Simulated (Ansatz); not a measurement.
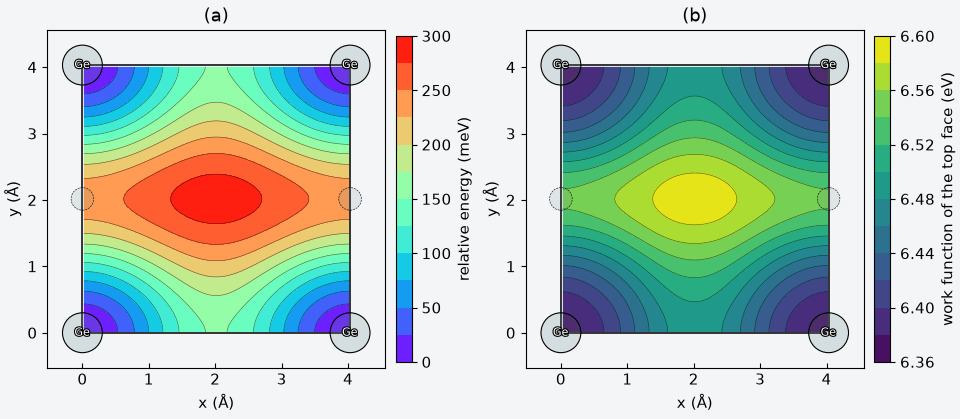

H on a Ge(100) slab cut from the Fd-3m phase, its upper half relaxed before the scan (4 atoms of substrate and one adsorbate in a 1 × 1 cell). H is moved over the surface cell at a fixed height above a rigid substrate; the origin of the map has the adsorbate above Ge4; the height is held at 3.30 Å. Places are given modulo a cell vector. The map is drawn in real space over the plane of the surface. The scan uses an 8 × 8 grid; 25 points were computed and 39 follow by symmetry. Energies are in meV, from the lowest grid point. The runs have no spin polarisation, so an open-shell adsorbate far from the surface lies too high. With one adsorbate in each 1 × 1 cell, its nearest image is 4.0 Å away, so neighbouring adsorbates interact. At a fixed height the lowest place need not be the adsorption site. These are results of Ansatz, DFT PBE+D3(BJ), scalar-relativistic, plane waves, PAW, not measurements. Settings: cutoff 420 eV, k-mesh 7×7×1, gaussian smearing 0.1 eV, no spin polarisation.

Panel (a) is the energy and panel (b) the computed work function of the top face on the same grid.

Drawn: filled contours, labelled circles for the atoms of the top layer and small ones for the second layer, the outline of one cell of the plane. Between grid points the surface is interpolated.

Q: How does the work function of the top face vary over the map, and what is it at the lowest grid point?

A: It runs from 6.37 eV at the top site over a surface Ge atom, (0/8, 0/8) of the cell vectors to 6.59 eV at a fourfold hollow over a third-layer Ge atom, (4/8, 4/8) of the cell vectors. At the lowest grid point, the top site over a surface Ge atom, (0/8, 0/8) of the cell vectors, it is 6.37 eV.

PAW datasets: the set soft_1.
